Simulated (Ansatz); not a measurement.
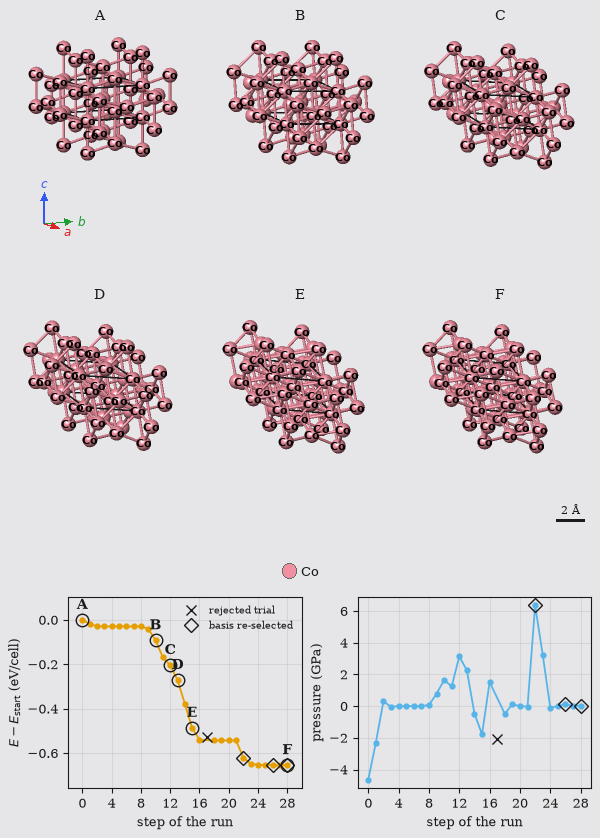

Frames of a relaxation of solid Co (a generated structure, set up in I4_1/amd), marked on the history of the run. A ball-and-stick model of the conventional cell (2 times the calculation's cell), seen slightly off an axis. Lengths and directions refer to the drawn axes.

Phase: beta-Sn type.

The calculation used Ansatz, DFT, PBE, plane waves (420 eV) with PAW, scalar-relativistic.

Input file:
```yaml
crystal:
  lattice:
    - [-2.1999784191, 2.1999784191, 1.2011882168]
    - [2.1999784191, -2.1999784191, 1.2011882168]
    - [2.1999784191, 2.1999784191, -1.2011882168]
  atoms:
    - { symbol: Co, position: [0.0, 0.0, 0.0] }
    - { symbol: Co, position: [0.75, 0.25, 0.5] }
hamiltonian:
  xc: pbe
  pseudopotentials:
    kind: paw
    azcp:
      Co: "pseudopotentials/Co.paw.azcp"
basis:
  ecutwfc: 420
  fft_grid_basis: typed
kpoints:
  mp_grid: { grid: [15, 15, 10], shift: [0, 0, 0] }
magnetization:
  spin_polarized: false
scf:
  occupations: { method: fermi_dirac, width: 0.1 }
relax:
  max_steps: 60
  f_tol: 0.01
  cell: {}
output:
  write_density: true
  write_potential: true
  elf: true
  volumetric_format: npy
```

Command:
```bash
ansatz run input.yaml --threads 1 --pin off --max-ram 3584MiB --backend cpu --events-out ev --progress --plain --runs-dir out
```

Question: Describe the path.

Answer: The largest moves relative to the cell, 0.083 Å, are those of Co1 and Co2. Co2 goes along [−1 1 0]. The drawn cell changes as follows: a = b 4.400 → 4.591 Å (+4.3 %), c 2.402 → 2.417 Å (+0.6 %), α 90.0° → 105.3°, β 90.0° → 105.3°, γ 90.0° → 107.4°; the volume changes by −6.4 %. Some distances before and after: Co1–Co1 3.335 → 2.434 Å, Co1–Co2 2.844 → 2.403 Å, Co1–Co2 (another image) 2.280 → 2.403 Å, Co1–Co2 (another image) 2.280 → 2.355 Å. New bonds form: Co1–Co1 (3.34 → 2.43 Å), Co2–Co2 (3.34 → 2.43 Å). Among the angles between lasting bonds that change: Co2–Co1–Co2 94.0° → 62.2°, Co2–Co1–Co2 94.0° → 109.8°, Co1–Co1–Co2 105.3° → 90.0°. The space group (tolerance 0.01 Å) goes from I4_1/amd (No. 141) to Cmcm (No. 63). After 24 accepted moves (28 points after the start) the energy has fallen by 0.654 eV per cell of the calculation. The pressure goes from −4.64 to 0.01 GPa. The line search rejected the trial step at point 17 of the run. At 3 points the geometry stayed and the basis and grid were re-selected for the new cell (energy shift of 77.1 meV per cell of the calculation at most each time). The run took 14 min on 1 thread of Intel(R) Xeon(R) Platinum 8259CL CPU @ 2.50GHz (Skylake/Cascade Lake) (shared host), peak memory 0.74 GiB. From step 0 to 10: Co atoms move most (0.04 Å), volume −3.7 %, energy −91.9 meV per cell of the calculation. From step 10 to 12: Co atoms move most (0.05 Å), volume −2.0 %, energy −0.112 eV per cell of the calculation. From step 12 to 13: Co atoms move most (0.02 Å), volume −0.3 %, energy −67.1 meV per cell of the calculation. From step 13 to 15: volume −1.8 %, energy −0.215 eV per cell of the calculation. From step 15 to 28: Co atoms move most (0.04 Å), volume +1.3 %, energy −0.168 eV per cell of the calculation.

| step | E − E(0), meV/atom | largest force component, eV/Å | pressure, GPa | volume, Å³/atom | note |
| --- | --- | --- | --- | --- | --- |
| 0 | 0.00 | 0.0000 | -4.64 | 11.627 |  |
| 1 | -8.90 | 0.0001 | -2.29 | 11.479 |  |
| 2 | -14.43 | 0.0002 | 0.31 | 11.339 |  |
| 3 | -14.51 | 0.0002 | -0.05 | 11.356 |  |
| 4 | -14.51 | 0.0003 | 0.01 | 11.353 |  |
| 5 | -14.51 | 0.0004 | 0.00 | 11.353 |  |
| 6 | -14.51 | 0.0005 | 0.01 | 11.353 |  |
| 7 | -14.51 | 0.0008 | 0.01 | 11.353 |  |
| 8 | -14.60 | 0.0049 | 0.08 | 11.349 |  |
| 9 | -19.82 | 0.0696 | 0.78 | 11.299 |  |
| 10 | -45.94 | 0.1665 | 1.65 | 11.192 |  |
| 11 | -83.96 | 0.1814 | 1.25 | 11.110 |  |
| 12 | -101.72 | 0.1323 | 3.14 | 10.973 |  |
| 13 | -135.28 | 0.1948 | 2.26 | 10.941 |  |
| 14 | -188.41 | 0.4316 | -0.48 | 10.919 |  |
| 15 | -242.98 | 0.5151 | -1.77 | 10.746 |  |
| 16 | -269.72 | 0.1875 | 1.52 | 10.589 |  |
| 17 | -263.78 | 0.3324 | -2.06 | 10.683 | rejected |
| 18 | -271.32 | 0.0073 | -0.48 | 10.637 |  |
| 19 | -271.38 | 0.0016 | 0.12 | 10.615 |  |
| 20 | -271.38 | 0.0005 | 0.00 | 10.616 |  |
| 21 | -271.38 | 0.0001 | -0.02 | 10.618 |  |
| 22 | -309.91 | 0.0152 | 6.36 | 10.618 | same geometry, new basis |
| 23 | -323.22 | 0.0126 | 3.25 | 10.739 |  |
| 24 | -326.39 | 0.0027 | -0.10 | 10.880 |  |
| 25 | -326.53 | 0.0006 | 0.00 | 10.876 |  |
| 26 | -327.08 | 0.0009 | 0.14 | 10.876 | same geometry, new basis |
| 27 | -327.09 | 0.0001 | 0.01 | 10.882 |  |
| 28 | -327.10 | 0.0001 | 0.01 | 10.882 | same geometry, new basis |
